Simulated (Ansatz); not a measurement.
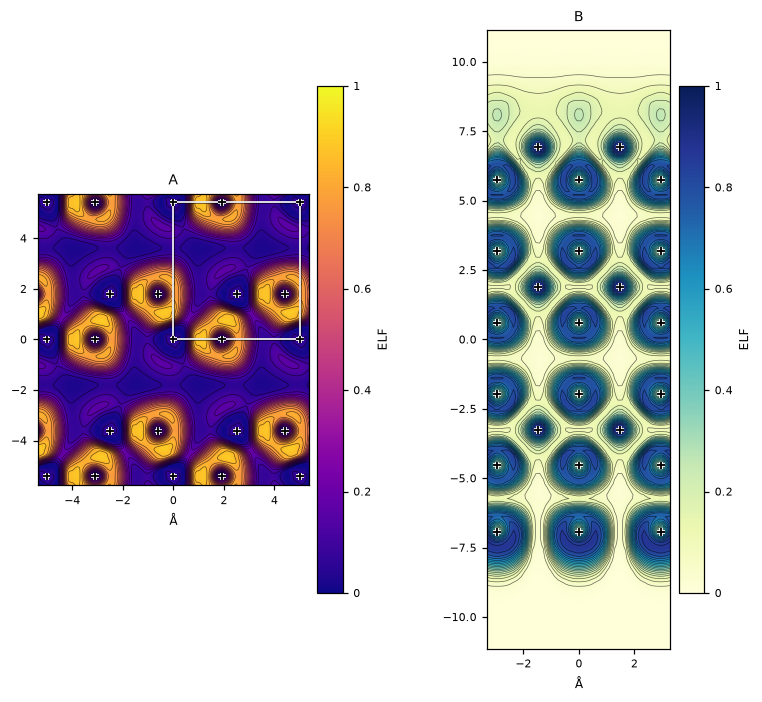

The ELF of 2 systems, each on a plane through atoms (crosses mark nuclei in the plane).

Computed with Ansatz 0.2.0, DFT PBE, scalar-relativistic, plane waves, PAW.

System 1: CuO (slab), the (010) plane of the calculation cell, a cut from vacuum to vacuum. Computed without spin polarisation.

```
CELL_PARAMETERS angstrom
2.94879 0.00000 0.00000
0.00760 2.94878 0.00000
0.00000 0.00000 29.16554
ATOMIC_POSITIONS crystal
O 0.50016 0.50042 0.26326
Cu 0.50035 0.00042 0.30126
O 0.50048 0.50042 0.34539
Cu 0.00049 0.50048 0.38946
O 0.50050 0.50054 0.43349
Cu 0.50058 0.00055 0.47751
O 0.50065 0.50055 0.52190
Cu 0.00065 0.50062 0.56599
O 0.50066 0.50069 0.60995
Cu 0.50072 0.00069 0.65432
O 0.50079 0.50070 0.69851
Cu 0.00079 0.50072 0.73896
```

System 2: AlN, the (110) plane of the conventional cell. Space group P6₃mc.

```yaml
crystal:
  lattice:
    - [3.13025, 0.00000, 0.00000]
    - [-1.56512, 2.71087, 0.00000]
    - [0.00000, 0.00000, 5.01796]
  atoms:
    - { symbol: Al, position: [0.33333, 0.66667, 0.99923] }
    - { symbol: Al, position: [0.66667, 0.33333, 0.49923] }
    - { symbol: N, position: [0.33333, 0.66667, 0.38077] }
    - { symbol: N, position: [0.66667, 0.33333, 0.88077] }
```

Question: Match each panel to its system.

Answer: Panel A is system 2, AlN: the plane holds Al and N. Al–N (1.90 Å): the ELF peaks at about 0.90 between the atoms, as expected for a shared but strongly polarised pair. Panel B is system 1, CuO: the plane holds O and Cu. Cu–O (1.89 Å): the ELF peaks at about 0.85 in the valence shell of O, 0.6 Å from its nucleus, and is about 0.20 at the midpoint; no localised pair shows between them.
